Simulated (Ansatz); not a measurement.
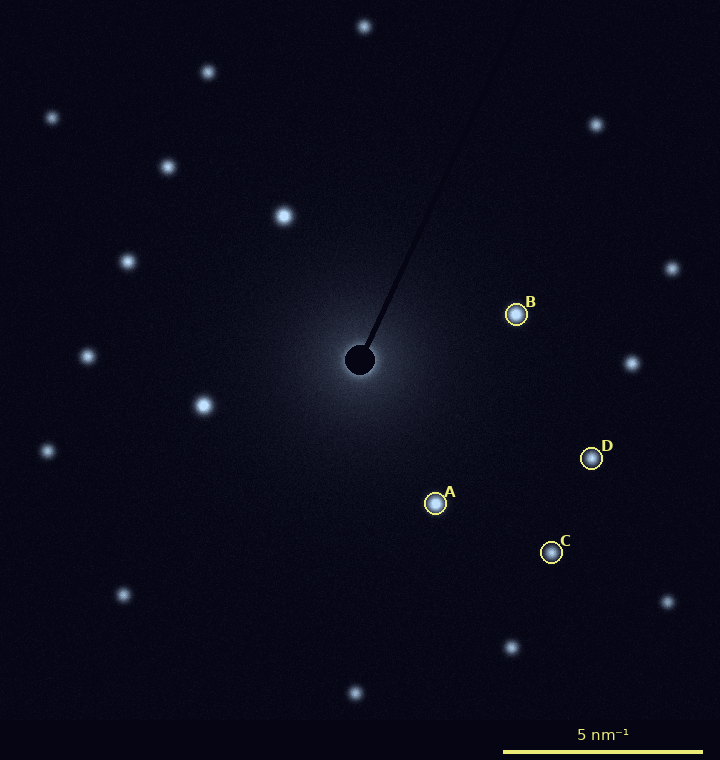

Computed electron diffraction pattern, 80 kV, single scattering only, B = 0.5 Å². The zone axis points towards the electron source and the pattern is seen from the source side.

Ga, space group Pm-3n (No. 223), a = 5.451 Å. Structure: the input geometry of an electronic-structure calculation (not necessarily at equilibrium); the starting structure was generated, so it need not be a known form of this composition.

Spot A is indexed -1 2 0 and spot B -1 0 2.

Index the other marked spots.

C = (3/2)A + (1/2)B = -2 3 1 (d = 1.457 Å). D = A + B = -2 2 2 (d = 1.573 Å).

Which zone axis is this?

The cross product of A and B is parallel to [211]; every spot obeys hu + kv + lw = 0.

What are the spacings of A and B and the angle between them?

d(A) = 2.438 Å, d(B) = 2.438 Å, and the angle is 78.5°.
